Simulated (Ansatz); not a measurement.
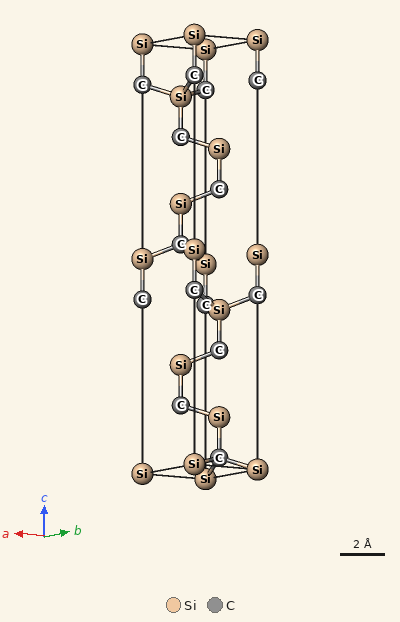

The starting structure (ball-and-stick view of the reduced cell, seen at an oblique angle).

# SiC: molecular dynamics (part 1 of 2)

System: SiC (16 atoms in the cell).
Method: DFT with LDA, PAW plane waves, no spin polarisation (Ansatz 0.2.0).

The structure derives from an entry of the Crystallography Open Database.

### The program's output
```
Warning: md: disabling space-group detection — thermal motion breaks the input geometry's symmetry, so no spatial operation reduces the k-mesh or symmetrises the density; time reversal is kept, so that k and −k are solved as one point where they differ and the mesh holds both, and exact exchange and, on two spinor components, a DFT+U term hold to it where the run has them: on two components no moment then forms, and a state that bears one, which a typed moment (crystal.atoms[].spin; refused beside efield: under a hybrid functional) reaches, can lie lower, under hf by electronvolts; crystal.symmetry.detect: false (a key that needs symmetry detection or time reversal refuses this as the deck is read) with time_reversal: false beside it drops time reversal too
Engine: ansatz 0.2.0, x86_64-unknown-linux-gnu
Pseudopotentials: kind: paw
Pseudopotential: Si, paw, valence charge 4, recommended cutoff 420 eV (normal), Si.paw.azcp
Pseudopotential: C, paw, valence charge 4, recommended cutoff 420 eV (normal), C.paw.azcp
Functional definition: SPW92
  exchange = slater_x
  correlation = pw_c
Crystal: 16 atoms, lattice volume = 165.719 Å³
Basis set: ecut = 420 eV (smoothed over ±3.0 %; plane waves to 437.0 eV, density to 1747.9 eV), 3369 PW (Γ)
Bands: 48, of which v1, the nominal top of the filled ones, is band 32 counted from 1 (31 counted from 0)
Symmetry: 1 space group operations
k-points: 13 of 25 (time reversal used)
Non-local potential: Si, projectors of the file, l = 0: 2, l = 1: 2, l = 2: 2
Non-local potential: C, projectors of the file, l = 0: 2, l = 1: 2, l = 2: 1
PAW form: soft (Blöchl's): semilocal exchange-correlation on the pseudo side does not see the compensation charge
PAW frozen core: Si, regenerated for the run's functional, and the local potential with it (the file was generated under x = pbe(κ = 0.804, μ = 0.2195149727645171), c = pbe(β = 0.06672455060314922))
PAW frozen core: C, regenerated for the run's functional, and the local potential with it (the file was generated under x = pbe(κ = 0.804, μ = 0.2195149727645171), c = pbe(β = 0.06672455060314922))
PAW one-centre angular grid: Si, 110 points (default); XC on 64 Gauss nodes
PAW one-centre angular grid: C, 110 points (default); XC on 64 Gauss nodes
Initial density: superposition of atomic densities (neutral atoms: chi_scale 0, normalization atom), corrected by the library's trained network
Initial wavefunctions: pseudopotential atomic-orbital guess
Functional: x = slater, c = lda
SCF iter   1: F=—  HF=-6817.448860 eV  |F-HF|=—  |Δ(HF+E_count)|=         —  Δρ=7.32e-3  dr2=8.93e-2  ethr=1.77e-3  ⟨swp⟩=6.6  Hψ=3153  notcnv=0  defer=30
preconditioner: auto → none  [insulator: Δε(μ)=2.004 eV  Ē_g=11.813 eV  σ=0.050 eV  W_gap=1.00  n_scr=14 (ndim 8)  ℏωp=23.1 eV  f_vac=0.000  D(μ)=0.00/eV (n_scr^D=0)  ε∞_Penn≈4.8]
SCF iter   2: F=—  HF=-6817.423482 eV  |F-HF|=—  |Δ(HF+E_count)|=   2.54e-2  Δρ=2.63e-3  dr2=4.62e-3  ethr=1.40e-4  ⟨swp⟩=2.5  Hψ=1170  notcnv=0  defer=115
SCF iter   3: F=—  HF=-6817.422369 eV  |F-HF|=—  |Δ(HF+E_count)|=   1.11e-3  Δρ=8.97e-4  dr2=5.51e-4  ethr=7.22e-6  ⟨swp⟩=1.0  Hψ=504  notcnv=0  defer=115
SCF iter   4: F=—  HF=-6817.422256 eV  |F-HF|=—  |Δ(HF+E_count)|=   1.14e-4  Δρ=6.46e-5  dr2=1.94e-5  ethr=8.61e-7  ⟨swp⟩=2.1  Hψ=879  notcnv=0  defer=115
SCF iter   5: F=—  HF=-6817.422259 eV  |F-HF|=—  |Δ(HF+E_count)|=   3.01e-6  Δρ=2.10e-5  dr2=1.02e-6  ethr=3.03e-8  ⟨swp⟩=2.0  Hψ=810  notcnv=0  defer=115
SCF iter   6: F=—  HF=-6817.422255 eV  |F-HF|=—  |Δ(HF+E_count)|=   4.13e-6  Δρ=6.77e-6  dr2=1.01e-7  ethr=1.59e-9  ⟨swp⟩=2.0  Hψ=822  notcnv=0  defer=115
SCF iter   7: F=-6817.422255 eV  HF=-6817.422255 eV  |F-HF|=7.28e-10  |Δ(HF+E_count)|=   1.12e-8  Δρ=2.08e-6  dr2=4.72e-9  ethr=2.50e-11  ⟨swp⟩=5.0  Hψ=2040  notcnv=0
SCF 1 converged in 7 iterations: F = -6817.422255 eV  dr2 = 4.72e-9
  greatest PAW one-centre occupation: 0.637 electrons in one spin orbital (limit 2), on the C atom at site 7 (counted from 0), in its partial waves of l = 0
md step     0: t =     0.00 fs  T =  1125.0 K  F+E_penalty+E_count = -6817.42225452 eV  E_kin = 2.326680 eV  conserved = -6815.62401988 eV  P_inst = -3.1489 GPa  V = 165.7192 Å³  selection 1  (7 SCF iters)
Crystal: 16 atoms, lattice volume = 165.714 Å³
Initial density: handed on by an earlier stage of this run
Initial wavefunctions: those handed on with the density
iter 1 solved again at ethr=4.43e-5 eV; its pass at ethr=3.10e-3 eV (dr2=2.83e-2 eV) is discarded
SCF iter   1: F=—  HF=-6817.397456 eV  |F-HF|=—  |Δ(HF+E_count)|=         —  Δρ=3.39e-3  dr2=2.91e-2  ethr=4.43e-5  ⟨swp⟩=4.6  Hψ=2753  notcnv=0  defer=1
preconditioner: auto → none  [insulator: Δε(μ)=2.049 eV  Ē_g=11.844 eV  σ=0.050 eV  W_gap=1.00  n_scr=14 (ndim 8)  ℏωp=23.1 eV  f_vac=0.000  D(μ)=0.00/eV (n_scr^D=0)  ε∞_Penn≈4.8]
SCF iter   2: F=—  HF=-6817.388932 eV  |F-HF|=—  |Δ(HF+E_count)|=   8.52e-3  Δρ=1.12e-3  dr2=2.72e-3  ethr=4.43e-5  ⟨swp⟩=4.2  Hψ=1167  notcnv=0  defer=1
SCF iter   3: F=—  HF=-6817.388245 eV  |F-HF|=—  |Δ(HF+E_count)|=   6.87e-4  Δρ=5.23e-4  dr2=3.44e-4  ethr=4.24e-6  ⟨swp⟩=2.3  Hψ=890  notcnv=0  defer=2
SCF iter   4: F=—  HF=-6817.388185 eV  |F-HF|=—  |Δ(HF+E_count)|=   6.02e-5  Δρ=2.24e-4  dr2=6.97e-5  ethr=5.38e-7  ⟨swp⟩=1.4  Hψ=707  notcnv=0  defer=2
SCF iter   5: F=—  HF=-6817.388169 eV  |F-HF|=—  |Δ(HF+E_count)|=   1.55e-5  Δρ=5.31e-5  dr2=5.81e-6  ethr=1.09e-7  ⟨swp⟩=2.5  Hψ=878  notcnv=0  defer=2
SCF iter   6: F=—  HF=-6817.388168 eV  |F-HF|=—  |Δ(HF+E_count)|=   1.26e-6  Δρ=8.12e-6  dr2=4.28e-7  ethr=9.08e-9  ⟨swp⟩=2.5  Hψ=918  notcnv=0  defer=2
SCF iter   7: F=—  HF=-6817.388168 eV  |F-HF|=—  |Δ(HF+E_count)|=   6.96e-8  Δρ=2.55e-6  dr2=4.28e-8  ethr=6.69e-10  ⟨swp⟩=2.1  Hψ=778  notcnv=0  defer=2
SCF iter   8: F=-6817.388168 eV  HF=-6817.388168 eV  |F-HF|=3.29e-9  |Δ(HF+E_count)|=   8.78e-9  Δρ=1.12e-6  dr2=4.03e-9  ethr=2.50e-11  ⟨swp⟩=4.3  Hψ=1834  notcnv=0
SCF 2 converged in 8 iterations: F = -6817.388168 eV  dr2 = 4.03e-9
  greatest PAW one-centre occupation: 0.637 electrons in one spin orbital (limit 2), on the C atom at site 8 (counted from 0), in its partial waves of l = 0
md step     1: t =     1.00 fs  T =  1080.4 K  F+E_penalty+E_count = -6817.38816811 eV  E_kin = 2.234399 eV  conserved = -6815.62360381 eV  P_inst = -3.1518 GPa  V = 165.7139 Å³  selection 1  (8 SCF iters)
[... from here on the SCF iterations and repeated set-up lines of each step are left out, up to the last step ...]
SCF 3 converged in 8 iterations: F = -6817.292176 eV  dr2 = 3.67e-9
md step     2: t =     2.00 fs  T =  1153.1 K  F+E_penalty+E_count = -6817.29217576 eV  E_kin = 2.384704 eV  conserved = -6815.62357422 eV  P_inst = -2.8485 GPa  V = 165.6614 Å³  selection 1  (8 SCF iters)
SCF 4 converged in 8 iterations: F = -6817.141798 eV  dr2 = 3.61e-9
md step     3: t =     3.00 fs  T =  1029.7 K  F+E_penalty+E_count = -6817.14179806 eV  E_kin = 2.129660 eV  conserved = -6815.62244731 eV  P_inst = -2.6728 GPa  V = 165.5652 Å³  selection 1  (8 SCF iters)
SCF 5 converged in 8 iterations: F = -6816.949384 eV  dr2 = 3.41e-9
md step     4: t =     4.00 fs  T =  1030.3 K  F+E_penalty+E_count = -6816.94938437 eV  E_kin = 2.130765 eV  conserved = -6815.62181091 eV  P_inst = -2.2695 GPa  V = 165.4639 Å³  selection 1  (8 SCF iters)
SCF 6 converged in 6 iterations: F = -6816.725543 eV  dr2 = 4.14e-9
md step     5: t =     5.00 fs  T =   906.0 K  F+E_penalty+E_count = -6816.72554287 eV  E_kin = 1.873672 eV  conserved = -6815.62103957 eV  P_inst = -1.9915 GPa  V = 165.3601 Å³  selection 1  (6 SCF iters)
SCF 7 converged in 6 iterations: F = -6816.486043 eV  dr2 = 6.24e-9
md step     6: t =     6.00 fs  T =   807.6 K  F+E_penalty+E_count = -6816.48604274 eV  E_kin = 1.670191 eV  conserved = -6815.62000283 eV  P_inst = -1.6949 GPa  V = 165.2768 Å³  selection 1  (6 SCF iters)
SCF 8 converged in 5 iterations: F = -6816.248169 eV  dr2 = 9.67e-9
md step     7: t =     7.00 fs  T =   718.8 K  F+E_penalty+E_count = -6816.24816928 eV  E_kin = 1.486618 eV  conserved = -6815.61924718 eV  P_inst = -1.4373 GPa  V = 165.2195 Å³  selection 1  (5 SCF iters)
SCF 9 converged in 6 iterations: F = -6816.026936 eV  dr2 = 3.77e-9
md step     8: t =     8.00 fs  T =   663.2 K  F+E_penalty+E_count = -6816.02693603 eV  E_kin = 1.371624 eV  conserved = -6815.61856793 eV  P_inst = -1.1989 GPa  V = 165.1875 Å³  selection 1  (6 SCF iters)
SCF 10 converged in 6 iterations: F = -6815.847119 eV  dr2 = 1.40e-8
md step     9: t =     9.00 fs  T =   601.3 K  F+E_penalty+E_count = -6815.84711894 eV  E_kin = 1.243506 eV  conserved = -6815.61758356 eV  P_inst = -1.0557 GPa  V = 165.1755 Å³  selection 1  (6 SCF iters)
SCF 11 converged in 7 iterations: F = -6815.735821 eV  dr2 = 4.97e-9
md step    10: t =    10.00 fs  T =   562.1 K  F+E_penalty+E_count = -6815.73582092 eV  E_kin = 1.162530 eV  conserved = -6815.61726432 eV  P_inst = -1.0093 GPa  V = 165.1881 Å³  selection 1  (7 SCF iters)
SCF 12 converged in 6 iterations: F = -6815.692895 eV  dr2 = 9.94e-9
md step    11: t =    11.00 fs  T =   536.9 K  F+E_penalty+E_count = -6815.69289498 eV  E_kin = 1.110365 eV  conserved = -6815.61770862 eV  P_inst = -1.0980 GPa  V = 165.2470 Å³  selection 1  (6 SCF iters)
SCF 13 converged in 6 iterations: F = -6815.706708 eV  dr2 = 6.54e-9
md step    12: t =    12.00 fs  T =   569.7 K  F+E_penalty+E_count = -6815.70670840 eV  E_kin = 1.178299 eV  conserved = -6815.61826193 eV  P_inst = -1.2017 GPa  V = 165.3157 Å³  selection 1  (6 SCF iters)
SCF 14 converged in 6 iterations: F = -6815.763745 eV  dr2 = 1.14e-8
md step    13: t =    13.00 fs  T =   591.4 K  F+E_penalty+E_count = -6815.76374516 eV  E_kin = 1.223033 eV  conserved = -6815.61880363 eV  P_inst = -1.3388 GPa  V = 165.3501 Å³  selection 1  (6 SCF iters)
SCF 15 converged in 6 iterations: F = -6815.849214 eV  dr2 = 6.31e-9
md step    14: t =    14.00 fs  T =   639.9 K  F+E_penalty+E_count = -6815.84921422 eV  E_kin = 1.323390 eV  conserved = -6815.61944888 eV  P_inst = -1.4338 GPa  V = 165.3499 Å³  selection 1  (6 SCF iters)
SCF 16 converged in 6 iterations: F = -6815.951347 eV  dr2 = 2.80e-9
md step    15: t =    15.00 fs  T =   711.6 K  F+E_penalty+E_count = -6815.95134722 eV  E_kin = 1.471738 eV  conserved = -6815.62034430 eV  P_inst = -1.4788 GPa  V = 165.3160 Å³  selection 1  (6 SCF iters)
SCF 17 converged in 6 iterations: F = -6816.056588 eV  dr2 = 5.42e-9
md step    16: t =    16.00 fs  T =   749.6 K  F+E_penalty+E_count = -6816.05658781 eV  E_kin = 1.550245 eV  conserved = -6815.62085483 eV  P_inst = -1.5239 GPa  V = 165.2412 Å³  selection 1  (6 SCF iters)
SCF 18 converged in 6 iterations: F = -6816.151593 eV  dr2 = 3.30e-9
md step    17: t =    17.00 fs  T =   707.0 K  F+E_penalty+E_count = -6816.15159263 eV  E_kin = 1.462222 eV  conserved = -6815.62099973 eV  P_inst = -1.5898 GPa  V = 165.1166 Å³  selection 1  (6 SCF iters)
SCF 19 converged in 6 iterations: F = -6816.236531 eV  dr2 = 9.79e-9
md step    18: t =    18.00 fs  T =   761.8 K  F+E_penalty+E_count = -6816.23653086 eV  E_kin = 1.575583 eV  conserved = -6815.62129896 eV  P_inst = -1.4404 GPa  V = 164.9461 Å³  selection 1  (6 SCF iters)
SCF 20 converged in 6 iterations: F = -6816.315646 eV  dr2 = 1.63e-9
md step    19: t =    19.00 fs  T =   857.0 K  F+E_penalty+E_count = -6816.31564593 eV  E_kin = 1.772483 eV  conserved = -6815.62238793 eV  P_inst = -1.2071 GPa  V = 164.7617 Å³  selection 1  (6 SCF iters)
Crystal: 16 atoms, lattice volume = 164.584 Å³
iter 1 solved again at ethr=4.11e-5 eV; its pass at ethr=3.10e-3 eV (dr2=2.63e-2 eV) is discarded
SCF iter   1: F=—  HF=-6816.379878 eV  |F-HF|=—  |Δ(HF+E_count)|=         —  Δρ=3.16e-3  dr2=2.78e-2  ethr=4.11e-5  ⟨swp⟩=4.5  Hψ=2915  notcnv=0  defer=1
preconditioner: auto → none  [insulator: Δε(μ)=1.219 eV  Ē_g=11.793 eV  σ=0.050 eV  W_gap=1.00  n_scr=14 (ndim 8)  ℏωp=23.2 eV  f_vac=0.000  D(μ)=0.00/eV (n_scr^D=0)  ε∞_Penn≈4.9]
SCF iter   2: F=—  HF=-6816.372259 eV  |F-HF|=—  |Δ(HF+E_count)|=   7.62e-3  Δρ=1.02e-3  dr2=2.51e-3  ethr=4.11e-5  ⟨swp⟩=3.6  Hψ=1125  notcnv=0  defer=1
SCF iter   3: F=—  HF=-6816.371687 eV  |F-HF|=—  |Δ(HF+E_count)|=   5.72e-4  Δρ=4.69e-4  dr2=3.94e-4  ethr=3.93e-6  ⟨swp⟩=2.2  Hψ=873  notcnv=0
SCF iter   4: F=—  HF=-6816.371625 eV  |F-HF|=—  |Δ(HF+E_count)|=   6.15e-5  Δρ=1.94e-4  dr2=9.02e-5  ethr=6.16e-7  ⟨swp⟩=1.0  Hψ=624  notcnv=0
SCF iter   5: F=—  HF=-6816.371606 eV  |F-HF|=—  |Δ(HF+E_count)|=   1.97e-5  Δρ=4.43e-5  dr2=9.06e-6  ethr=1.41e-7  ⟨swp⟩=1.9  Hψ=698  notcnv=0
SCF iter   6: F=—  HF=-6816.371600 eV  |F-HF|=—  |Δ(HF+E_count)|=   5.08e-6  Δρ=9.78e-6  dr2=5.88e-7  ethr=1.42e-8  ⟨swp⟩=2.8  Hψ=912  notcnv=0
SCF iter   7: F=—  HF=-6816.371600 eV  |F-HF|=—  |Δ(HF+E_count)|=   1.07e-7  Δρ=2.94e-6  dr2=2.84e-8  ethr=9.19e-10  ⟨swp⟩=1.9  Hψ=725  notcnv=0
SCF iter   8: F=-6816.371600 eV  HF=-6816.371600 eV  |F-HF|=1.05e-9  |Δ(HF+E_count)|=   5.44e-9  Δρ=7.94e-7  dr2=1.38e-9  ethr=2.50e-11  ⟨swp⟩=4.4  Hψ=1826  notcnv=0
SCF 21 converged in 8 iterations: F = -6816.371600 eV  dr2 = 1.38e-9
  greatest PAW one-centre occupation: 0.642 electrons in one spin orbital (limit 2), on the C atom at site 9 (counted from 0), in its partial waves of l = 0
md step    20: t =    20.00 fs  T =   825.3 K  F+E_penalty+E_count = -6816.37160032 eV  E_kin = 1.706802 eV  conserved = -6815.62193353 eV  P_inst = -1.1255 GPa  V = 164.5839 Å³  selection 1  (8 SCF iters)
Basis set: ecut = 420 eV, 3199 PW (Γ)
Initial wavefunctions: pseudopotential atomic-orbital guess (no wavefunctions were taken with the density)
iter 1 solved again at ethr=1.43e-7 eV; its pass at ethr=3.10e-3 eV (dr2=9.13e-5 eV) is discarded
SCF iter   1: F=—  HF=-6816.372376 eV  |F-HF|=—  |Δ(HF+E_count)|=         —  Δρ=9.55e-6  dr2=2.53e-8  ethr=1.43e-7  ⟨swp⟩=3.4  Hψ=5025  notcnv=0
eigensolver tolerance schedule: the retry pair's looser diagonalisation over-reported the residual by 3607.73 of it (diagonalisation noise at 0.20 of the residual, at the tolerance the schedule requests for it); recorded, not acted on — ethr = c·dr2/N_el stays at c = 1.0e-1
preconditioner: auto → none  [insulator: Δε(μ)=1.193 eV  Ē_g=11.791 eV  σ=0.050 eV  W_gap=1.00  n_scr=14 (ndim 8)  ℏωp=23.2 eV  f_vac=0.000  D(μ)=0.00/eV (n_scr^D=0)  ε∞_Penn≈4.9]
SCF iter   2: F=—  HF=-6816.372428 eV  |F-HF|=—  |Δ(HF+E_count)|=   5.20e-5  Δρ=4.62e-6  dr2=4.46e-9  ethr=3.95e-11  ⟨swp⟩=3.3  Hψ=1235  notcnv=0
iter 3 did not close the SCF: its close was put off for the readings that it lacked (scf_convergence_deferred on its scf_iter line)
SCF iter   3: F=-6816.372428 eV  HF=-6816.372428 eV  |F-HF|=6.64e-11  |Δ(HF+E_count)|=   6.46e-9  Δρ=1.04e-6  dr2=4.80e-10  ethr=6.96e-12  ⟨swp⟩=2.0  Hψ=942  notcnv=0
iter 4 did not close the SCF: its close was put off for the readings that it lacked (scf_convergence_deferred on its scf_iter line)
SCF iter   4: F=-6816.372428 eV  HF=-6816.372428 eV  |F-HF|=4.18e-11  |Δ(HF+E_count)|=  2.76e-10  Δρ=1.19e-7  dr2=5.12e-11  ethr=1.00e-12  ⟨swp⟩=2.4  Hψ=904  notcnv=0
iter 5 did not close the SCF: its close was put off for the readings that it lacked (scf_convergence_deferred on its scf_iter line)
SCF iter   5: F=-6816.372428 eV  HF=-6816.372428 eV  |F-HF|=0.00e0  |Δ(HF+E_count)|=  1.27e-11  Δρ=2.99e-8  dr2=3.00e-12  ethr=1.00e-12  ⟨swp⟩=1.0  Hψ=624  notcnv=0
iter 6 did not close the SCF: its close was put off for the readings that it lacked (scf_convergence_deferred on its scf_iter line)
SCF iter   6: F=-6816.372428 eV  HF=-6816.372428 eV  |F-HF|=1.82e-12  |Δ(HF+E_count)|=  1.82e-12  Δρ=9.51e-9  dr2=4.54e-13  ethr=1.00e-12  ⟨swp⟩=1.0  Hψ=624  notcnv=0
SCF iter   7: F=-6816.372428 eV  HF=-6816.372428 eV  |F-HF|=0.00e0  |Δ(HF+E_count)|=  1.82e-12  Δρ=3.59e-9  dr2=8.18e-14  ethr=1.00e-12  ⟨swp⟩=1.0  Hψ=1300  notcnv=0
SCF 22 converged in 7 iterations: F = -6816.372428 eV  dr2 = 8.18e-14
```

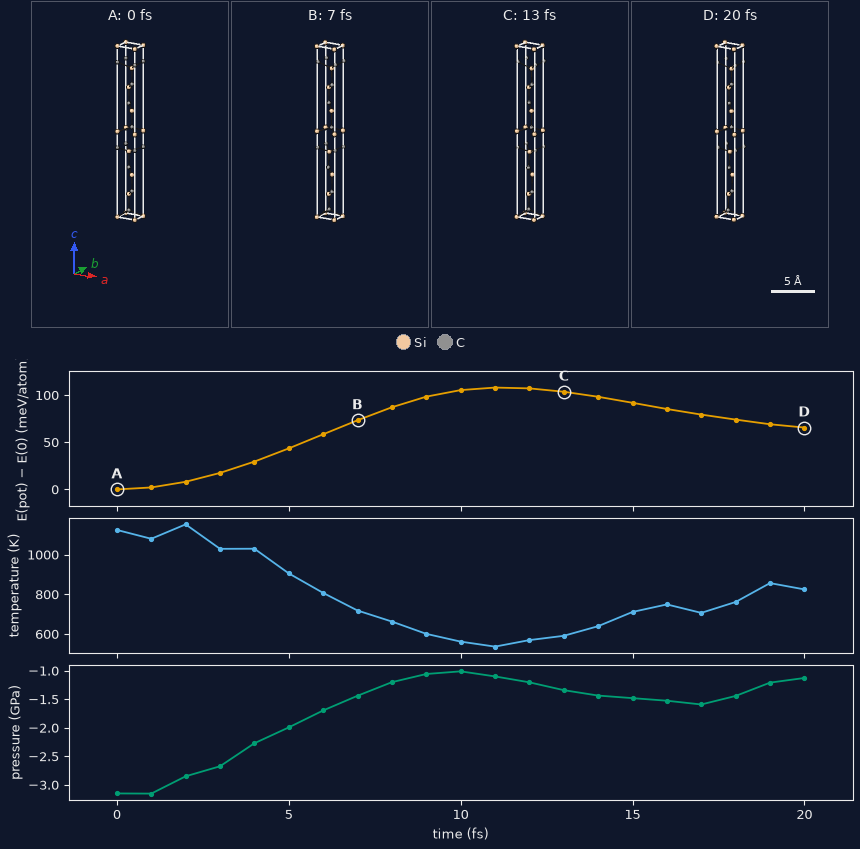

Frames of the molecular dynamics (ball-and-stick, reduced simulation cell, seen slightly off an axis) above the curves, on which the letters mark them. The trajectory kept here has 21 frames over 20 fs. The temperature starts at 1125 K, ranges from 537 to 1153 K and averages 683 K over the second half. The potential energy ends 65.7 meV/atom above its first value. The conserved quantity stays within 0.42 meV/atom. With the common drift removed, the root-mean-square displacement is 0.14 Å, and C5 has moved furthest (0.25 Å).

```
SCF converged after 7 iterations
Free energy (F): -6816.372428 eV
Harris-Foulkes:  -6816.372428 eV  (|F-HF|=0.00e0)
Internal energy: -6816.372426 eV  (E = F + TS)
E sigma→0 (E₀):  -6816.372427 eV
Entropy (-TS):   -0.000001 eV (-0.000 meV/atom)
Fermi energy:    10.642695 eV
--- Per-component energies (eV) ---
  E_band       = 220.794101
  E_kinetic    = 1089.111217
  E_local      = -852.903764  (includes V_loc(G=0)·N_el)
  E_nonlocal   = 432.233425
  E_hartree    = 256.300277
  E_xc         = -838.535328
  E_vxc        = -876.063166  (∫ρ·V_xc dr)
  E_paw        = -4624.113916  (= ΣΔE_a)
  E_vpaw       = -84.184284  (= ΣTr[D̂ρ^β])
  E_aug_tail   = 0.000120  (compensation charges beyond the density's cutoff)
  E_ewald      = -2279.641762
  E_core_change = 1.177306  (= ΣΔE_core)
  E_smearing   = -0.000001  (= −TS)
  E_closure    = 0.000000  (closes the sum)
  Σ components = -6816.372428   (vs F -6816.372428, Δ=0.00e0)
--- Forces (eV/Å), atoms counted from 1 ---
  atom   1  Si    -0.47576688    -0.73163371    -0.76075555
  atom   2  Si    -1.05596720     1.90108864     1.08087219
  atom   3  C      0.01191430    -0.30323612    -0.65571582
  atom   4  C     -0.19957687    -0.48682625    -0.38716519
  atom   5  C     -1.72162835     1.70702318    -0.96451427
  atom   6  C      0.18074360     1.88478097     0.05808310
  atom   7  C     -1.52640273    -0.45572258     1.25859227
  atom   8  C     -0.15202395     0.42761052    -0.04816719
  atom   9  C      0.98912326    -1.69410920    -1.02934099
  atom  10  C      0.43132354     0.79863741     1.30997410
  atom  11  Si    -0.87749114    -0.97101214    -0.96921557
  atom  12  Si     1.13948334    -0.57121053    -1.74411473
  atom  13  Si     0.73486449    -0.18368295     1.78831774
  atom  14  Si     0.53975834     0.11315246     0.92899853
  atom  15  Si     0.31304325    -1.18192922     0.38599355
  atom  16  Si     1.66860102    -0.25293058    -0.25181588
  max |Σ_I F_I| component: 2.63e-5 eV/Å
--- Stress (GPa, compression-positive) ---
       -3.516484       0.979275       0.364397
        0.979275      -0.954976      -0.256541
        0.364397      -0.256541      -2.229183
  P = ⅓ Tr σ = -2.2335 GPa (-22.335 kbar)
--- MD trajectory: 20 steps, t = 0.0 → 20.0 fs ---
  final state: T = 825.3 K   F+E_penalty+E_count = -6816.37160032 eV   E_kin = 1.706802 eV
  conserved energy: peak-to-peak 6.756e-3 eV (4.222e-4 eV/atom) over 20.0 fs
  cell: V = 164.5839 Å³ at the end; means of 21 rows, the approach among them: V = 165.2742 Å³, P_inst = -1.7103 GPa
  mean static stress (GPa): xx -3.1077  yy -1.6631  zz -3.5345  yz -0.5289  xz 0.5670  xy 1.3423
  the result is of one more SCF, on plane waves selected at the last cell: its energy does not rank with the rows'
```
